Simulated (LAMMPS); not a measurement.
Geometry relaxation, with input and output: Si

The run: geometry relaxation of Si (Fd-3m, 2 atoms in the cell). Method and program: classical potential Si.tersoff (style tersoff) (LAMMPS 22 Jul 2025 update 4).

The structure was built on a prototype by a generator. The geometry comes from this level: r2SCAN.

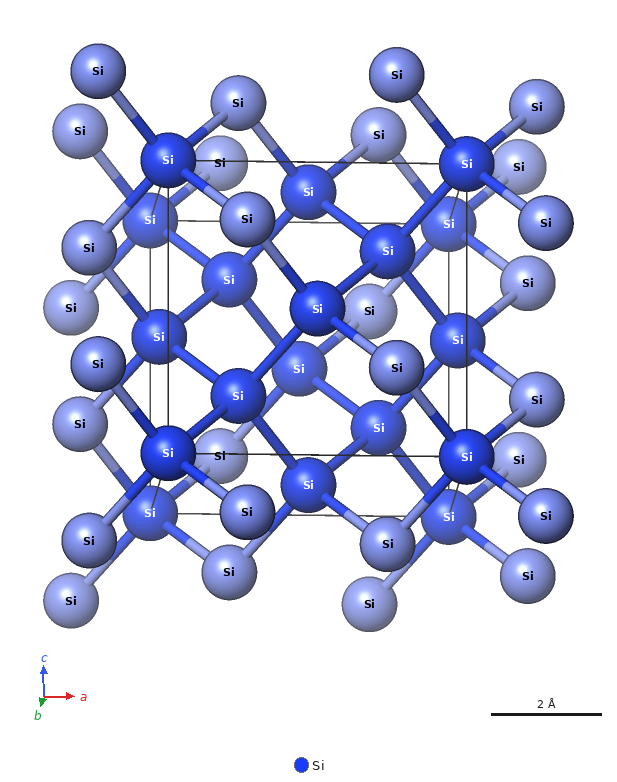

Figure 1. The structure as given in the input (ball-and-stick view of the cell 4 times as large as that of the calculation, set on its symmetry axes, seen at an oblique angle; neighbours outside the cell are drawn fainter).

**The input**
```
units metal
boundary p p p
atom_style atomic
read_data data.lmp
pair_style tersoff
pair_coeff * * Si.tersoff Si
thermo_style custom step pe press pxx pyy pzz pyz pxz pxy vol fmax
thermo_modify format float %.8f
dump 1 all custom 10 dump.lmp id type x y z fx fy fz
dump_modify 1 sort id format float %.8f
thermo 10
fix 1 all box/relax tri 0.0 vmax 0.001
min_style cg
minimize 0.0 1.0e-6 400 4000
minimize 0.0 1.0e-6 400 4000
unfix 1
undump 1
write_dump all custom end.lmp id type x y z modify sort id format float %.8f
run 0
```

**File data.lmp**
```
crystal

2 atoms
1 atom types

0.0 3.84965746 xlo xhi
0.0 3.33390116 ylo yhi
0.0 3.14323215 zlo zhi
1.92482873 1.92482873 1.11130039 xy xz yz

Masses

1 28.0850

Atoms

1 1 3.84965746 0.00000000 0.00000000
2 1 1.92482873 1.11130039 0.78580804
```

Command:
```bash
lmp -in in.lmp -log none -nocite
```

**The program's output**
```
using 1 OpenMP thread(s) per MPI task
Reading data file ...
  triclinic box = (0 0 0) to (3.8496575 3.3339012 3.1432321) with tilt (1.9248287 1.9248287 1.1113004)
WARNING: Triclinic box skew is large. LAMMPS will run inefficiently. (src/src/domain.cpp:221)
  1 by 1 by 1 MPI processor grid
  reading atoms ...
  2 atoms
  read_data CPU = 0.000 seconds
Neighbor list info ...
  max neighbors/atom: 2000, page size: 100000
  master list distance cutoff = 5.2
  ghost atom cutoff = 5.2
  binsize = 2.6, bins = 3 2 2
  1 neighbor lists, perpetual/occasional/extra = 1 0 0
  (1) pair tersoff, perpetual
      attributes: full, newton on
      pair build: full/bin/atomonly
      stencil: full/bin/3d
      bin: standard
Setting up cg style minimization ...
  Unit style    : metal
  Current step  : 0
WARNING: Energy due to 6 extra global DOFs will be included in minimizer energies
 (src/src/min.cpp:222)
Per MPI rank memory allocation (min/avg/max) = 4.208 | 4.208 | 4.208 Mbytes
   Step         PotEng         Press           Pxx            Pyy            Pzz            Pyz            Pxz            Pxy           Volume          Fmax
         0  -9.26019886 -6901.85357462 -6901.85669674 -6901.85461919 -6901.84940793 -0.00107643 -0.00000000 0.00000000 40.34142789 0.00000008
        10  -9.26082401 -30.02881895 -59.79153131 -0.10818143 -30.18674409 -13.80969351 -27.66687775 -40.70388260 40.05419768 0.00024936
        17  -9.26082422 -15.56153212 -41.78017588 10.64057817 -15.54499864 -15.78601285 46.91174140 53.48539230 40.05361151 0.00120997
Loop time of 0.00035308 on 1 procs for 17 steps with 2 atoms

33.4% CPU use with 1 MPI tasks x 1 OpenMP threads

Minimization stats:
  Stopping criterion = linesearch alpha is zero
  Energy initial, next-to-last, final =
     -9.26019886429871  -9.26082422043027  -9.26082422043027
  Force two-norm initial, final = 0.30100054 0.0031833847
  Force max component initial, final = 0.17378282 0.0015476222
  Final line search alpha, max atom move = 0.00064281312 9.9483182e-07
  Iterations, force evaluations = 17 47

MPI task timing breakdown:
Section |  min time  |  avg time  |  max time  |%varavg| %total
---------------------------------------------------------------
Pair    | 0.00014312 | 0.00014312 | 0.00014312 |   0.0 | 40.54
Neigh   | 0          | 0          | 0          |   0.0 |  0.00
Comm    | 2.4191e-05 | 2.4191e-05 | 2.4191e-05 |   0.0 |  6.85
Output  | 1.9654e-05 | 1.9654e-05 | 1.9654e-05 |   0.0 |  5.57
Modify  | 0          | 0          | 0          |   0.0 |  0.00
Other   |            | 0.0001661  |            |       | 47.05

Nlocal:              2 ave           2 max           2 min
Histogram: 1 0 0 0 0 0 0 0 0 0
Nghost:            126 ave         126 max         126 min
Histogram: 1 0 0 0 0 0 0 0 0 0
Neighs:              0 ave           0 max           0 min
Histogram: 1 0 0 0 0 0 0 0 0 0
FullNghs:           56 ave          56 max          56 min
Histogram: 1 0 0 0 0 0 0 0 0 0

Total # of neighbors = 56
Ave neighs/atom = 28
Neighbor list builds = 0
Dangerous builds = 0
Setting up cg style minimization ...
  Unit style    : metal
  Current step  : 17
WARNING: Energy due to 6 extra global DOFs will be included in minimizer energies
 (src/src/min.cpp:222)
Per MPI rank memory allocation (min/avg/max) = 5.458 | 5.458 | 5.458 Mbytes
   Step         PotEng         Press           Pxx            Pyy            Pzz            Pyz            Pxz            Pxy           Volume          Fmax
        17  -9.26082422 -15.56153212 -41.78017588 10.64057817 -15.54499864 -15.78601285 46.91174140 53.48539230 40.05361151 0.00120997
        20  -9.26082432 -1.23487841 -2.46368310 -0.00240134 -1.23855079 -0.92086212 -7.39801620 0.11989019 40.05302473 0.00021080
        30  -9.26082433 -0.38338532 -1.73270691 0.96546665 -0.38291568 -0.99710839 2.22106171 1.31483617 40.05299000 0.00004646
        40  -9.26082433 -0.00849157 -0.06780413 0.05079558 -0.00846615 -0.04420831 -0.04124334 0.13611480 40.05297464 0.00000300
        43  -9.26082433 0.00041336 0.00147121 -0.00064472 0.00041360 0.00003538 -0.00641116 -0.02954652 40.05297427 0.00000015
Loop time of 0.00042475 on 1 procs for 26 steps with 2 atoms

33.2% CPU use with 1 MPI tasks x 1 OpenMP threads

Minimization stats:
  Stopping criterion = force tolerance
  Energy initial, next-to-last, final =
     -9.26082422043027  -9.26082432699357  -9.26082432699363
  Force two-norm initial, final = 0.0031788931 9.0611455e-07
  Force max component initial, final = 0.0015439066 8.528939e-07
  Final line search alpha, max atom move = 1 8.528939e-07
  Iterations, force evaluations = 26 52

MPI task timing breakdown:
Section |  min time  |  avg time  |  max time  |%varavg| %total
---------------------------------------------------------------
Pair    | 0.0001595  | 0.0001595  | 0.0001595  |   0.0 | 37.55
Neigh   | 0          | 0          | 0          |   0.0 |  0.00
Comm    | 4.3649e-05 | 4.3649e-05 | 4.3649e-05 |   0.0 | 10.28
Output  | 4.8419e-05 | 4.8419e-05 | 4.8419e-05 |   0.0 | 11.40
Modify  | 0          | 0          | 0          |   0.0 |  0.00
Other   |            | 0.0001732  |            |       | 40.77

Nlocal:              2 ave           2 max           2 min
Histogram: 1 0 0 0 0 0 0 0 0 0
Nghost:            126 ave         126 max         126 min
Histogram: 1 0 0 0 0 0 0 0 0 0
Neighs:              0 ave           0 max           0 min
Histogram: 1 0 0 0 0 0 0 0 0 0
FullNghs:           56 ave          56 max          56 min
Histogram: 1 0 0 0 0 0 0 0 0 0

Total # of neighbors = 56
Ave neighs/atom = 28
Neighbor list builds = 0
Dangerous builds = 0
WARNING: No fixes with time integration, atoms won't move
Setting up Verlet run ...
  Unit style    : metal
  Current step  : 43
  Time step     : 0.001
Per MPI rank memory allocation (min/avg/max) = 3.083 | 3.083 | 3.083 Mbytes
   Step         PotEng         Press           Pxx            Pyy            Pzz            Pyz            Pxz            Pxy           Volume          Fmax
        43  -9.26082433 0.00041336 0.00147121 -0.00064472 0.00041360 0.00003538 -0.00641116 -0.02954652 40.05297427 0.00000015
Loop time of 1.038e-06 on 1 procs for 0 steps with 2 atoms

96.3% CPU use with 1 MPI tasks x 1 OpenMP threads

MPI task timing breakdown:
Section |  min time  |  avg time  |  max time  |%varavg| %total
---------------------------------------------------------------
Pair    | 0          | 0          | 0          |   0.0 |  0.00
Neigh   | 0          | 0          | 0          |   0.0 |  0.00
Comm    | 0          | 0          | 0          |   0.0 |  0.00
Output  | 0          | 0          | 0          |   0.0 |  0.00
Modify  | 0          | 0          | 0          |   0.0 |  0.00
Other   |            | 1.038e-06  |            |       |100.00

Nlocal:              2 ave           2 max           2 min
Histogram: 1 0 0 0 0 0 0 0 0 0
Nghost:            126 ave         126 max         126 min
Histogram: 1 0 0 0 0 0 0 0 0 0
Neighs:              0 ave           0 max           0 min
Histogram: 1 0 0 0 0 0 0 0 0 0
FullNghs:           56 ave          56 max          56 min
Histogram: 1 0 0 0 0 0 0 0 0 0

Total # of neighbors = 56
Ave neighs/atom = 28
Neighbor list builds = 0
Dangerous builds = 0
```

**Trajectory as extended XYZ (Å, eV, eV/Å), 7 frames, from step=0 to step=43**
```
2
Lattice="3.8497 0.0000 0.0000 1.9248 3.3339 0.0000 1.9248 1.1113 3.1432" Properties=species:S:1:pos:R:3:forces:R:3 step=0 energy=-9.26020 pressure_GPa=-0.69
Si    0.0000    0.0000    0.0000    0.0000   0.0000   0.0000
Si    1.9248    1.1113    0.7858    0.0000   0.0000   0.0000
2
Lattice="3.8409 0.0000 0.0000 1.9216 3.3257 0.0000 1.9216 1.1088 3.1358" Properties=species:S:1:pos:R:3:forces:R:3 step=10 energy=-9.26082 pressure_GPa=-0.00
Si    0.0046    0.0042    0.0037    0.0001   0.0002   0.0000
Si    1.9252    1.1126    0.7877   -0.0001  -0.0002   0.0000
2
Lattice="3.8404 0.0000 0.0000 1.9199 3.3260 0.0000 1.9197 1.1085 3.1357" Properties=species:S:1:pos:R:3:forces:R:3 step=17 energy=-9.26082 pressure_GPa=-0.00
Si    0.0046    0.0039    0.0037   -0.0012   0.0008   0.0000
Si    1.9247    1.1126    0.7877    0.0012  -0.0008   0.0000
2
Lattice="3.8404 0.0000 0.0000 1.9200 3.3260 0.0000 1.9201 1.1086 3.1357" Properties=species:S:1:pos:R:3:forces:R:3 step=20 energy=-9.26082 pressure_GPa=-0.00
Si    5.7650    3.3299    0.0038    0.0002   0.0001   0.0000
Si    1.9248    1.1126    0.7877   -0.0002  -0.0001   0.0000
2
Lattice="3.8405 0.0000 0.0000 1.9202 3.3259 0.0000 1.9202 1.1086 3.1357" Properties=species:S:1:pos:R:3:forces:R:3 step=30 energy=-9.26082 pressure_GPa=-0.00
Si    5.7653    3.3299    0.0038    0.0000   0.0000   0.0000
Si    1.9248    1.1126    0.7877    0.0000   0.0000   0.0000
2
Lattice="3.8405 0.0000 0.0000 1.9202 3.3259 0.0000 1.9202 1.1086 3.1357" Properties=species:S:1:pos:R:3:forces:R:3 step=40 energy=-9.26082 pressure_GPa=-0.00
Si    5.7653    3.3299    0.0038    0.0000   0.0000   0.0000
Si    1.9248    1.1126    0.7877    0.0000   0.0000   0.0000
2
Lattice="3.8405 0.0000 0.0000 1.9202 3.3259 0.0000 1.9202 1.1086 3.1357" Properties=species:S:1:pos:R:3:forces:R:3 step=43 energy=-9.26082 pressure_GPa=0.00
Si    5.7653    3.3299    0.0038    0.0000   0.0000   0.0000
Si    1.9248    1.1126    0.7877    0.0000   0.0000   0.0000
```

**Results in brief**

| quantity | value |
| --- | --- |
| outcome | converged |
| space group (tolerance 0.01 Å) | Fd-3m (227) |
| potential energy | −9.2608 eV |
| pressure | 0.00 GPa |
| final volume | 40.05 Å³ |
| final cell | a = 3.840 Å, b = 3.840 Å, c = 3.840 Å, α = 60.00°, β = 60.00°, γ = 60.00° |
| hardware | 1 thread of Arm Neoverse V2, 24 GiB of memory available, shared host |
| peak memory | 0.03 GiB |
